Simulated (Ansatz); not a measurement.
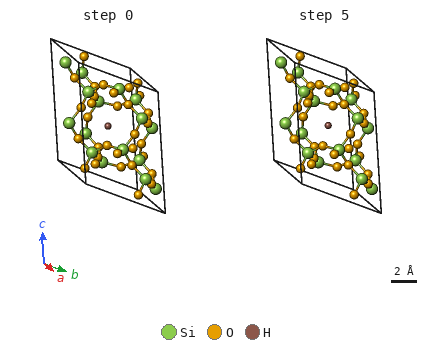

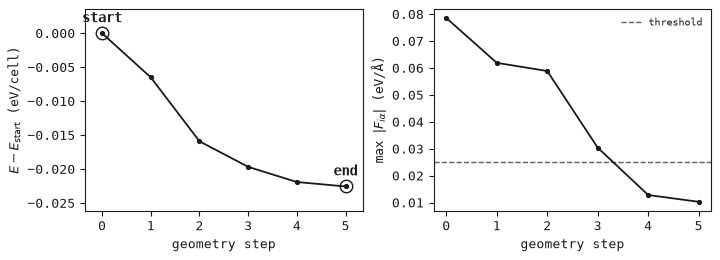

First and last geometry of a relaxation of a defect cell of composition Si16HO32, with the history of the run. Style: ball-and-stick. Shown: the cell of the calculation (origin shifted), slightly off an axis.

Case: H interstitial, charge +0, atoms relaxed at the host's cell.

Level of theory: Ansatz, DFT PBE, scalar-relativistic, plane waves, PAW. Set-up: plane-wave cutoff 420 eV; k-point mesh 2 × 2 × 2; occupations gaussian; smearing width 0.01 eV; mesh shifted by (0.5, 0.5, 0.5); collinear spin; atoms relaxed in a fixed cell; force threshold 0.025 eV/Å; at most 45 steps.

Did the run converge, and what did it change?

It converged. After 5 geometry steps the energy has fallen by 22.6 meV per cell of the calculation. Largest force component: 0.079 eV/Å at the start, 0.01 eV/Å at the end. The atom that moves furthest is the H atom (0.38 Å roughly along [2 2 1]). Largest moves by element: H 0.38 Å, O 0.14 Å, Si 0.07 Å. The cell stays as it was. Bond angles that change, for instance: Si–O–Si 175.1° → 172.1°, Si–O–Si 148.6° → 145.7°, Si–O–Si 175.1° → 173.1°.

```csv
step,"E − E(0), meV/atom","largest force component, eV/Å"
0,0.00,0.0786
1,-0.13,0.0619
2,-0.32,0.0589
3,-0.40,0.0304
4,-0.45,0.0128
5,-0.46,0.0103
```
